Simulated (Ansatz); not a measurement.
# Al: geometry relaxation

Al (slab, 4 atoms in the cell), computed with DFT LDA, scalar-relativistic, plane waves, PAW, no spin polarisation (Ansatz 0.2.0).

The structure derives from an entry of the Crystallography Open Database. The input holds or restrains some coordinates. Forces given for the steps count only the free coordinates. Figures and captions count atoms from 1; the log counts them from 0 in places.

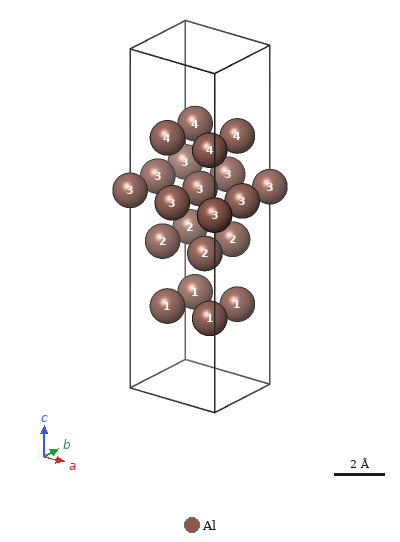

*The starting structure (spheres-only view of the 2 × 2 repeat of the cell, with the vacuum cut short, seen slightly off an axis; atoms are numbered from 1 in the order of the input). An atom can appear more than once, as a periodic image.*

## Input file
```yaml
crystal:
  lattice:
    - [2.8168441069, 0.0, 0.0]
    - [-1.4084220535, 2.4394585551, 0.0]
    - [0.0, 0.0, 23.8998307469]
  atoms:
    - { symbol: Al, position: [0.6666666667, 0.3333333333, 0.3556510542] }
    - { symbol: Al, position: [0.3333333333, 0.6666666667, 0.4518836847] }
    - { symbol: Al, position: [0.0, 0.0, 0.5481163153] }
    - { symbol: Al, position: [0.6666666667, 0.3333333333, 0.6443489458] }
basis:
  ecutwfc: 420
kpoints:
  mp_grid: { grid: [12, 12, 1] }
hamiltonian:
  xc: lda
scf:
  occupations: { method: gaussian, width: 0.1 }
output:
  forces: true
  eigenvalues: true
  write_density: true
  write_potential: true
  elf: true
  volumetric_format: npy
relax:
  adjacent_minimum: "off"
  f_tol: 0.03
  max_steps: 70
  constraints: [{ sites: [0, 1] }]
efield:
  axis: 3
  dipole_correction: true
```

Launch command:
```bash
ansatz run input.yaml --threads 1 --pin off --max-ram 2560MiB --backend cpu --events-out ev --progress --plain --runs-dir out
```

## The program's output
```
Engine: ansatz 0.2.0, aarch64-unknown-linux-gnu
Pseudopotentials: kind: paw
Pseudopotential: Al, paw, valence charge 3, recommended cutoff 420 eV (normal), Al.paw.azcp
Functional definition: SPW92
  exchange = slater_x
  correlation = pw_c
Crystal: 4 atoms, lattice volume = 164.229 Å³
Basis set: ecut = 420 eV, 3247 PW (Γ)
Bands: 10, of which v1, the nominal top of the filled ones, is band 6 counted from 1 (5 counted from 0)
Symmetry: 6 space group operations
k-points: 19 of 144 (time reversal used)
Non-local potential: Al, projectors of the file, l = 0: 2, l = 1: 2, l = 2: 1
PAW form: soft (Blöchl's): semilocal exchange-correlation on the pseudo side does not see the compensation charge
PAW frozen core: Al, regenerated for the run's functional, and the local potential with it (the file was generated under x = pbe(κ = 0.804, μ = 0.2195149727645171), c = pbe(β = 0.06672455060314922))
PAW one-centre angular grid: Al, 110 points (default); XC on 64 Gauss nodes
Initial density: superposition of atomic densities (neutral atoms: chi_scale 0, normalization atom), corrected by the library's trained network
Initial wavefunctions: pseudopotential atomic-orbital guess
Functional: x = slater, c = lda
SCF iter   1: F=—  HF=-2050.656497 eV  |F-HF|=—  |Δ(HF+E_count)|=         —  Δρ=2.72e-3  dr2=8.79e-2  ethr=1.77e-3  p=0.000 e·Å  D=1.69e-14 V/Å  ΔV_dip=-0.00 eV  dr2_dipole=5.30e-9  V_vac-E_F(+/−)=4.21/4.21 eV  ⟨swp⟩=8.4  Hψ=1726  notcnv=0
efield: sawtooth ramp at fractional position 0.9500 (placed from the atoms, in the widest stretch of the axis that holds none; the zero of the levels goes with the place), width 0.1000; the density the first Hamiltonian is built on has a dipole p = 0.000 e·Å; the dipole correction subtracts the counter field D = 1.69e-14 V/Å, which shifts the + side's vacuum level by -0.00 eV against the − side's; the planar-averaged density in the ramp window peaks in size at 1.1e-5 e/Å³
preconditioner: auto → LDOS  [metal: Δε(μ)=0.024 eV  Ē_g=6.654 eV  σ=0.100 eV  W_gap=0.13  n_scr=12 (ndim 8)  ℏωp=10.0 eV  f_vac=0.504  D(μ)=2.26/eV (n_scr^D=12)  β→1.0]
SCF iter   2: F=—  HF=-2050.647868 eV  |F-HF|=—  |Δ(HF+E_count)|=   8.63e-3  Δρ=7.05e-4  dr2=4.02e-3  ethr=7.32e-4  p=-0.000 e·Å  D=-1.60e-5 V/Å  ΔV_dip=0.00 eV  dr2_dipole=3.05e-8  V_vac-E_F(+/−)=4.26/4.26 eV  ⟨swp⟩=1.3  Hψ=362  notcnv=0  defer=2
SCF iter   3: F=—  HF=-2050.647894 eV  |F-HF|=—  |Δ(HF+E_count)|=   2.54e-5  Δρ=2.72e-4  dr2=6.85e-4  ethr=3.35e-5  p=0.000 e·Å  D=4.96e-6 V/Å  ΔV_dip=-0.00 eV  dr2_dipole=1.98e-7  V_vac-E_F(+/−)=4.24/4.24 eV  ⟨swp⟩=2.6  Hψ=302  notcnv=0  defer=2
SCF iter   4: F=—  HF=-2050.647834 eV  |F-HF|=—  |Δ(HF+E_count)|=   5.99e-5  Δρ=8.19e-5  dr2=6.53e-5  ethr=5.71e-6  p=-0.000 e·Å  D=-4.73e-6 V/Å  ΔV_dip=0.00 eV  dr2_dipole=2.96e-8  V_vac-E_F(+/−)=4.24/4.24 eV  ⟨swp⟩=2.5  Hψ=296  notcnv=0  defer=2
iter 5 did not close the SCF: its close was put off for the readings that it lacked (scf_convergence_deferred on its scf_iter line)
SCF iter   5: F=-2050.647822 eV  HF=-2050.647824 eV  |F-HF|=1.13e-6  |Δ(HF+E_count)|=   1.04e-5  Δρ=2.22e-5  dr2=2.90e-6  ethr=5.44e-7  p=0.000 e·Å  D=5.38e-7 V/Å  ΔV_dip=-0.00 eV  dr2_dipole=8.21e-10  V_vac-E_F(+/−)=4.23/4.23 eV  ⟨swp⟩=2.6  Hψ=309  notcnv=0  defer=2
SCF iter   6: F=-2050.647824 eV  HF=-2050.647824 eV  |F-HF|=8.64e-8  |Δ(HF+E_count)|=   2.84e-7  Δρ=6.40e-6  dr2=3.08e-7  ethr=2.42e-8  p=-0.000 e·Å  D=-2.29e-7 V/Å  ΔV_dip=0.00 eV  dr2_dipole=7.61e-10  V_vac-E_F(+/−)=4.23/4.23 eV  ⟨swp⟩=12.8  Hψ=1886  notcnv=0
SCF 1 converged in 6 iterations: F = -2050.647824 eV  dr2 = 3.08e-7
  greatest PAW one-centre occupation: 0.472 electrons in one spin orbital (limit 2), on the Al atom at site 3 (counted from 0), in its partial waves of l = 0
relax step   1: F+E_penalty+E_count = -2050.64782376 eV  Δ(F+E_penalty+E_count) = +0.000e0 eV  max|allowed force component| = 1.096e-1 eV/Å  Δτ_max = 0.0000 Å  (6 SCF iters, dr2 threshold 2.25e-5 eV, accepted)
Initial density: handed on by an earlier stage of this run
Initial wavefunctions: those handed on with the density
iter 1 solved again at ethr=6.22e-5 eV; its pass at ethr=3.10e-3 eV (dr2=7.47e-3 eV) is discarded
SCF iter   1: F=—  HF=-2050.649535 eV  |F-HF|=—  |Δ(HF+E_count)|=         —  Δρ=6.00e-4  dr2=7.48e-3  ethr=6.22e-5  p=-0.000 e·Å  D=-2.29e-7 V/Å  ΔV_dip=0.00 eV  dr2_dipole=1.25e-3  V_vac-E_F(+/−)=4.23/4.23 eV  ⟨swp⟩=1.2  Hψ=910  notcnv=0  defer=4
efield: sawtooth ramp at fractional position 0.9500 (handed on by an earlier solve), width 0.1000; the density the first Hamiltonian is built on has a dipole p = -0.000 e·Å; the dipole correction subtracts the counter field D = -2.29e-7 V/Å, which shifts the + side's vacuum level by +0.00 eV against the − side's; the planar-averaged density in the ramp window peaks in size at 3.6e-7 e/Å³
preconditioner: auto → LDOS  [metal: Δε(μ)=0.105 eV  Ē_g=6.629 eV  σ=0.100 eV  W_gap=0.45  n_scr=12 (ndim 8)  ℏωp=10.0 eV  f_vac=0.503  D(μ)=2.14/eV (n_scr^D=10)  β→1.0]
SCF iter   2: F=—  HF=-2050.648923 eV  |F-HF|=—  |Δ(HF+E_count)|=   6.12e-4  Δρ=3.10e-4  dr2=5.43e-4  ethr=6.22e-5  p=-0.000 e·Å  D=-1.59e-4 V/Å  ΔV_dip=0.00 eV  dr2_dipole=5.44e-5  V_vac-E_F(+/−)=4.22/4.22 eV  ⟨swp⟩=2.2  Hψ=268  notcnv=0  defer=4
SCF iter   3: F=—  HF=-2050.648872 eV  |F-HF|=—  |Δ(HF+E_count)|=   5.05e-5  Δρ=1.38e-4  dr2=2.76e-4  ethr=4.53e-6  p=-0.000 e·Å  D=-3.89e-6 V/Å  ΔV_dip=0.00 eV  dr2_dipole=4.94e-5  V_vac-E_F(+/−)=4.22/4.22 eV  ⟨swp⟩=2.3  Hψ=317  notcnv=0  defer=4
SCF iter   4: F=—  HF=-2050.648849 eV  |F-HF|=—  |Δ(HF+E_count)|=   2.33e-5  Δρ=1.66e-5  dr2=4.59e-6  ethr=2.30e-6  p=0.000 e·Å  D=9.79e-6 V/Å  ΔV_dip=-0.00 eV  dr2_dipole=2.53e-6  V_vac-E_F(+/−)=4.21/4.21 eV  ⟨swp⟩=1.9  Hψ=257  notcnv=0  defer=4
SCF iter   5: F=—  HF=-2050.648850 eV  |F-HF|=—  |Δ(HF+E_count)|=   1.26e-6  Δρ=5.33e-6  dr2=1.43e-7  ethr=3.83e-8  p=0.000 e·Å  D=5.84e-5 V/Å  ΔV_dip=-0.00 eV  dr2_dipole=1.58e-8  V_vac-E_F(+/−)=4.21/4.21 eV  ⟨swp⟩=2.2  Hψ=282  notcnv=0  defer=4
iter 6 did not close the SCF: its close was put off until two iterations running show no level that it waits for move by more than its bar (scf_convergence_deferred on its scf_iter line)
SCF iter   6: F=-2050.648850 eV  HF=-2050.648850 eV  |F-HF|=5.93e-8  |Δ(HF+E_count)|=   5.86e-8  Δρ=1.63e-6  dr2=4.67e-8  ethr=8.33e-10  p=0.000 e·Å  D=8.26e-5 V/Å  ΔV_dip=-0.00 eV  dr2_dipole=2.68e-8  V_vac-E_F(+/−)=4.21/4.21 eV  ⟨swp⟩=13.4  Hψ=1734  notcnv=0
iter 7 did not close the SCF: its close was put off until two iterations running show no level that it waits for move by more than its bar (scf_convergence_deferred on its scf_iter line)
SCF iter   7: F=-2050.648850 eV  HF=-2050.648850 eV  |F-HF|=4.87e-10  |Δ(HF+E_count)|=   2.14e-9  Δρ=5.25e-7  dr2=1.73e-9  ethr=3.89e-10  p=0.000 e·Å  D=9.69e-5 V/Å  ΔV_dip=-0.00 eV  dr2_dipole=6.60e-11  V_vac-E_F(+/−)=4.21/4.21 eV  ⟨swp⟩=8.2  Hψ=1261  notcnv=0
SCF iter   8: F=-2050.648850 eV  HF=-2050.648850 eV  |F-HF|=5.82e-11  |Δ(HF+E_count)|=   1.17e-9  Δρ=1.50e-7  dr2=7.73e-11  ethr=1.44e-11  p=0.000 e·Å  D=1.04e-4 V/Å  ΔV_dip=-0.00 eV  dr2_dipole=7.33e-12  V_vac-E_F(+/−)=4.21/4.21 eV  ⟨swp⟩=6.3  Hψ=1135  notcnv=0
SCF 2 converged in 8 iterations: F = -2050.648850 eV  dr2 = 7.73e-11
relax step   2: F+E_penalty+E_count = -2050.64884996 eV  Δ(F+E_penalty+E_count) = -1.026e-3 eV  max|allowed force component| = 2.976e-2 eV/Å  Δτ_max = 0.0288 Å  (8 SCF iters, accepted)
```

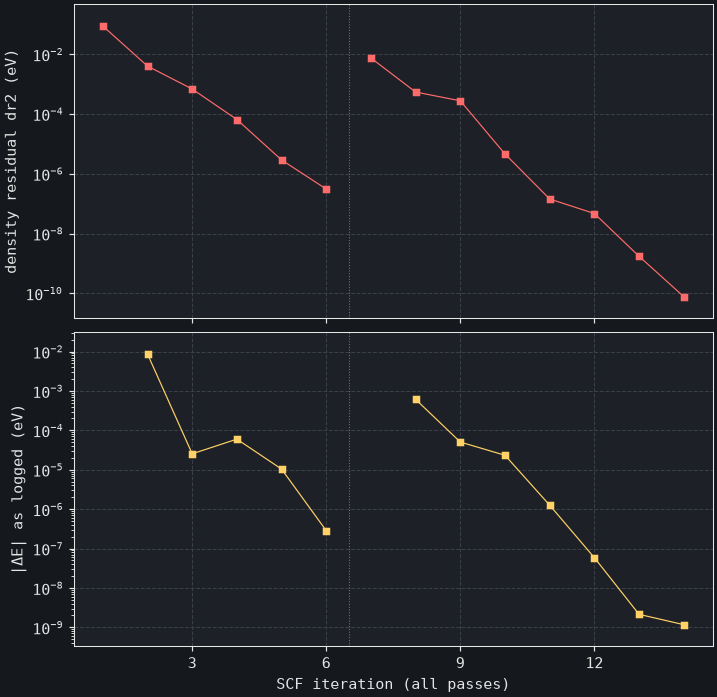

*Convergence of the self-consistent field: density residual dr2 and size of the energy change against the SCF iteration. The dotted lines part the SCF passes of the relaxation: geometry steps, rejected trials and re-solves on a re-selected basis.*

The passes take 6 and 8 iterations.

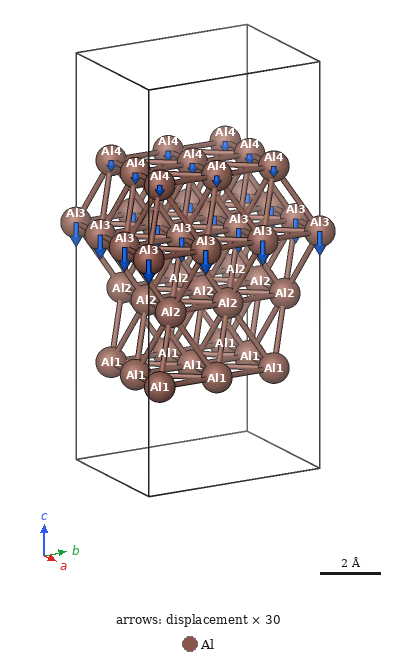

*The starting structure with the displacements as blue arrows, magnified 30 times (ball-and-stick view of the 3 × 3 repeat of the cell, with the vacuum cut short, seen slightly off an axis).*

The atom that moves furthest is Al3 (0.029 Å). The cell stays as it was. Distances before and after: Al2–Al3 2.817 → 2.793 Å, Al3–Al4 2.817 → 2.829 Å. After 1 geometry step the energy has fallen by 1.0 meV per cell of the calculation. The largest force component goes from 0.11 to 0.03 eV/Å. (Atoms are counted from 1 in the order of the input.)

```
WARN: The output density's exchange-correlation potential varies sharply where the density is thin. Do not read a vacuum level from v_tot or v_xc, or from such a field of the output density. On a cell that repeats whose density bears no net charge and no dipole along the vacuum's axis use v_es (v_loc + v_h of the components); under efield.dipole_correction with no amplitude use v_es + v_field, which holds any external_charges[].barrier, or the levels of the report's work_function block, which leave it out; under a non-zero efield.amplitude the vacuum is tilted and has no level; on a cell that repeats and bears such a dipole with no correction it is tilted too, and efield.dipole_correction with no amplitude gives each side of its ramp a level where efield: is served; in a cell that repeats whose density bears a net charge (total_charge, or a fill off its count) it is curved and has none; of a slab under crystal.periodic whose density bears no net charge use v_es, which has a level on each side, short of where the two are joined; of another it falls or rises all the way out and has none; of a slab beside external_charges read slab_vacuum_level instead, which it has where they leave it neutral. The grid or the basis barely resolves most such structure, and the values can differ between equally converged runs; as a rule a tighter scf.convergence.dr2_threshold does not remove it. Where the density itself ripples (under the LDA too) a higher basis.ecutwfc lessens it. The files hold the spikes' plane waves up to the density's cutoff. Files: v_tot_of_output_density and the like, and their columns of v_z.tsv (output.write_potential); v_xc_of_output_density and the like, and their columns of v_comp_z.tsv (output.write_potential_components). Measured: with its Gaussian average of σ = 0.25 Å subtracted twice, the exchange-correlation potential is over 0.1 eV at 199 of the grid points where the equally averaged density (valence and model cores) is under 1e-3 e/Å³, and 0.212 eV at the most among them, at an averaged density of 8.2e-6 e/Å³. The input density's (outcome.potential() and, of a run that writes arrays, v_tot and v_xc) is over 0.1 eV, so measured, at 206 points of its own thin density, 0.212 eV at the most. See output.write_potential in the manual, Limitations
SCF converged after 8 iterations
Free energy (F): -2050.648850 eV
Harris-Foulkes:  -2050.648850 eV  (|F-HF|=5.82e-11)
Internal energy: -2050.638504 eV  (E = F + TS)
E sigma→0 (E₀):  -2050.643677 eV
Entropy (-TS):   -0.010346 eV (-2.586 meV/atom)
Fermi energy:    0.620881 eV
Dipole field:    D = 0.000108 V/Å  (p = 0.000098 e·Å, saw-weighted, corrected)
Work function:   Φ+ = 4.2112 eV   Φ− = 4.2138 eV
Levels:          The Fermi level and band energies are counted from a zero that moves with the ramp; work functions are not
--- Per-component energies (eV) ---
  E_band       = -43.722313
  E_kinetic    = 90.245056
  E_local      = -2848.940151  (includes V_loc(G=0)·N_el)
  E_nonlocal   = 44.501337
  E_hartree    = 1401.061483
  E_xc         = -156.161955
  E_vxc        = -115.613676  (∫ρ·V_xc dr)
  E_paw        = -1773.105284  (= ΣΔE_a)
  E_vpaw       = -16.037696  (= ΣTr[D̂ρ^β])
  E_aug_tail   = -0.000016  (compensation charges beyond the density's cutoff)
  E_efield     = 0.000000  (sawtooth field / dipole correction)
  E_vefield    = 0.000014  (∫n·V_field dr)
  E_ewald      = 1191.538160
  E_core_change = 0.222866  (= ΣΔE_core)
  E_smearing   = -0.010346  (= −TS)
  E_closure    = 0.000000  (closes the sum)
  Σ components = -2050.648850   (vs F -2050.648850, Δ=0.00e0)
--- Forces (eV/Å), atoms counted from 1 ---
  atom   1  Al    -0.00000000     0.00000000    -0.02911435
  atom   2  Al     0.00000000     0.00000000     0.01489830
  atom   3  Al     0.00000000    -0.00000000     0.02976153
  atom   4  Al     0.00000000    -0.00000000    -0.01554636
  max |Σ_I F_I| component: 8.76e-7 eV/Å
--- Band table (eV; the first three rows and the last of 19) ---
  k-point 0: bands = ["-10.4311", "-9.3204", "-7.6620", "-5.3548", "-2.8604", "0.0840", "2.6592", "4.2276", "4.7594", "5.8744"]
  k-point 1: bands = ["-10.2593", "-9.1496", "-7.4926", "-5.1857", "-2.6995", "0.2443", "2.8192", "4.3946", "4.9307", "6.0394"]
  k-point 2: bands = ["-9.7452", "-8.6385", "-6.9858", "-4.6805", "-2.2178", "0.7186", "3.2784", "4.8668", "5.4216", "6.0024"]
  k-point 18: bands = ["-2.5096", "-2.4123", "-2.4091", "-1.4948", "-1.4800", "-1.3337", "-0.0148", "-0.0144", "1.0875", "2.6475"]
--- Relaxed structure (2 steps of the walk, 2 accepted, 0 SCFs on fresh bases) ---
  F+E_penalty+E_count = -2050.64884996 eV   max|allowed force component| = 2.976e-2 eV/Å
  atoms:
    - { symbol: Al, position: [0.6666666666666666, 0.3333333333333333, 0.35565105420000004] }
    - { symbol: Al, position: [0.3333333333333333, 0.6666666666666667, 0.45188368470000007] }
    - { symbol: Al, position: [-2.400321526979644e-17, -1.8940501537189862e-17, 0.5469116210890806] }
    - { symbol: Al, position: [0.6666666666666666, 0.3333333333333333, 0.6437849065130757] }
```

## Trajectory as extended XYZ (Å, eV, eV/Å), 2 frames, from step=1 to step=2
```
4
Lattice="2.8168 0.0000 0.0000 -1.4084 2.4395 0.0000 0.0000 0.0000 23.8998" Properties=species:S:1:pos:R:3:forces:R:3 step=1 energy=-2050.64782
Al    1.4084    0.8132    8.5000    0.0000   0.0000  -0.0357
Al    0.0000    1.6263   10.7999    0.0000   0.0000   0.1097
Al    0.0000    0.0000   13.0999    0.0000   0.0000  -0.1096
Al    1.4084    0.8132   15.3998    0.0000   0.0000   0.0357
4
Lattice="2.8168 0.0000 0.0000 -1.4084 2.4395 0.0000 0.0000 0.0000 23.8998" Properties=species:S:1:pos:R:3:forces:R:3 step=2 energy=-2050.64885
Al    1.4084    0.8132    8.5000    0.0000   0.0000  -0.0291
Al    0.0000    1.6263   10.7999    0.0000   0.0000   0.0149
Al    0.0000    0.0000   13.0711    0.0000   0.0000   0.0298
Al    1.4084    0.8132   15.3864    0.0000   0.0000  -0.0155
```

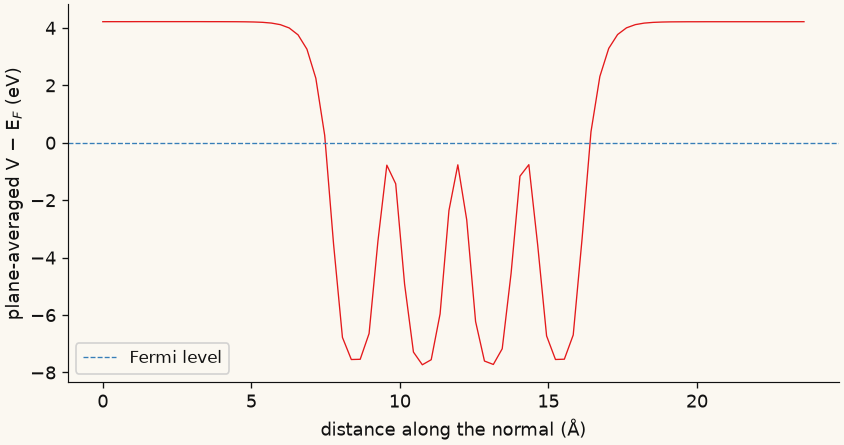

*Plane average of the electrostatic potential energy of an electron across the cell, from the Fermi level.*

The vacuum level lies 4.21 eV above the Fermi level.

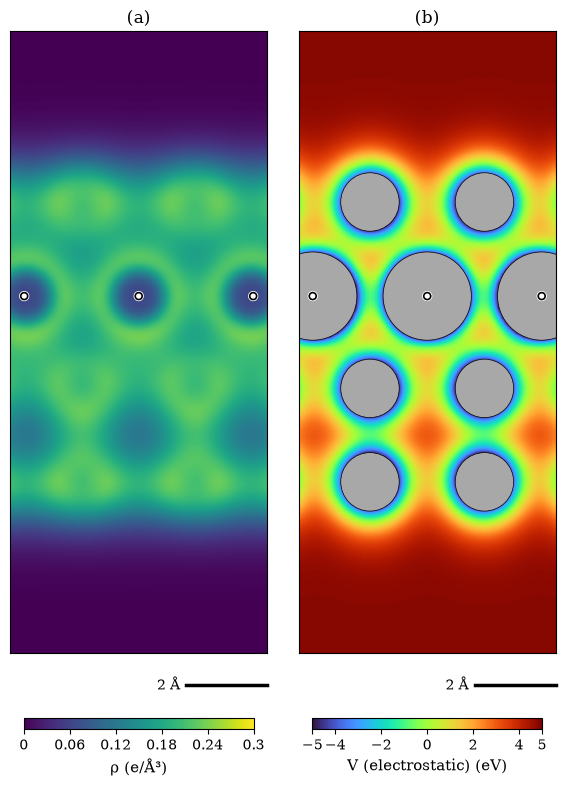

*(a) valence charge density (pseudo); (b) electrostatic potential energy of an electron on the (100) plane of the calculation cell, a cut from vacuum to vacuum. Circles mark the nuclei in the plane (Al). Grey discs, where drawn, cover atomic cores.*

Al–Al (2.82 Å): ρ at the midpoint is about 0.21 e/Å³. The density dies away to nearly zero in the vacuum. The fields are those of the smooth PAW valence density.

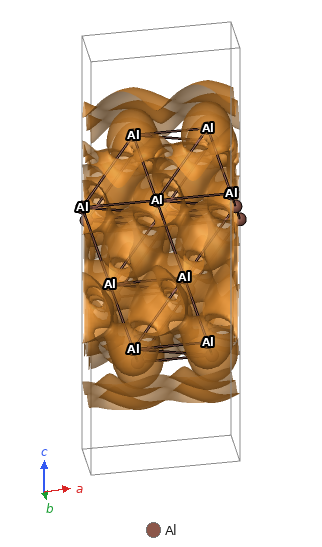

*Isosurface of the ELF at 0.55 (orange), seen at an oblique angle. Only the valence region is drawn (cores and ρ < 0.01 e/Å³ removed). Sticks mark near contacts.*

Along the contacts the grid gives the following. Al–Al (2.79 Å): the ELF peaks at about 0.65 between the atoms.

## Results in brief

| quantity | value |
| --- | --- |
| outcome | converged under the restraints of the input |
| electrons treated | 12 |
| free energy | −2050.6488 eV |
| work function, top face | 4.21 eV |
| work function, bottom face | 4.21 eV |
| Fermi energy | 0.621 eV |
| gap on the k-point mesh | none (metallic) |
| final volume | 164.23 Å³ |
| work function (upper face) | 4.21 eV |
| largest force (length of the vector) at the end, held atoms and coordinates included | 0.030 eV/Å |
| hardware | 1 thread of Arm Neoverse V1, 24 GiB of memory available, shared host |
| wall time | 12 s |
| peak memory | 0.31 GiB |

## Remarks

Warnings of the run: the exchange-correlation potential is rough where the density is thin.
